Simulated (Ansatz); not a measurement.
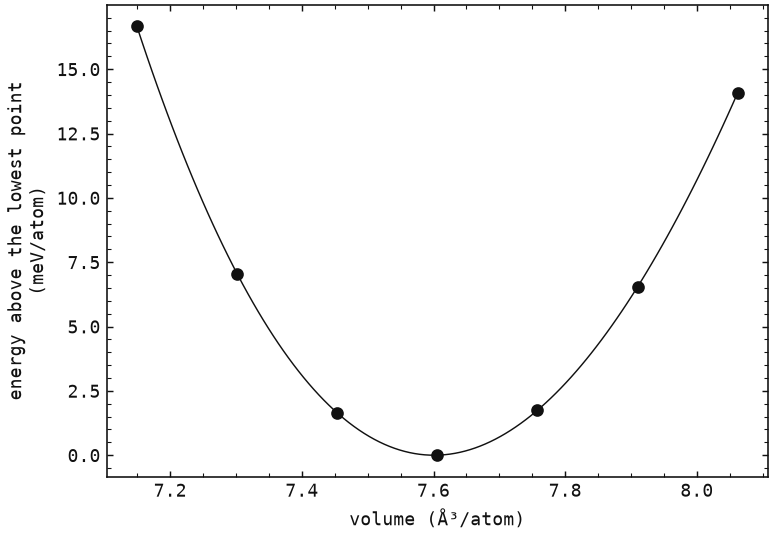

The figure shows the energy above the lowest point against volume for N, space group Fm-3m (No. 225) (one of a set of cubic test structures, which need not be the stable phase).

Calculation (Ansatz 0.2.0 development build): equation of state of a cubic crystal from periodic Kohn-Sham density functional theory without spin, third-order Birch-Murnaghan fit to the free energies; pressure corrected for the finite basis. Level: PBE.

- structure type: fcc
- atoms in cell: 1
- space group number: 225
- lattice centring: face-centred primitive
- k mesh: 60×60×60
- occupation method: Fermi–Dirac
- occupation width: 0.06123 eV
- wave cutoff: 420 eV
- datasets: soft-1 PAW
- density tolerance: 1e−07 eV
- bands: 7
- density cutoff ratio: 4
- search for lower states: default

From this curve and the settings, what does the calculation give for the pressure at the same points?

The pressure falls from 12.5 GPa at volume 7.1494 Å³/atom to −9.3 GPa at 8.0621 Å³/atom, and changes sign near 7.60 Å³/atom.

```
volume (Å³/atom)  pressure (GPa)
          7.1494            12.5
          7.3015             7.8
          7.4537             3.6
          7.6058            -0.1
          7.7579            -3.5
          7.9100            -6.6
          8.0621            -9.3
```

Caveats: cubic model structure, not the ambient form.
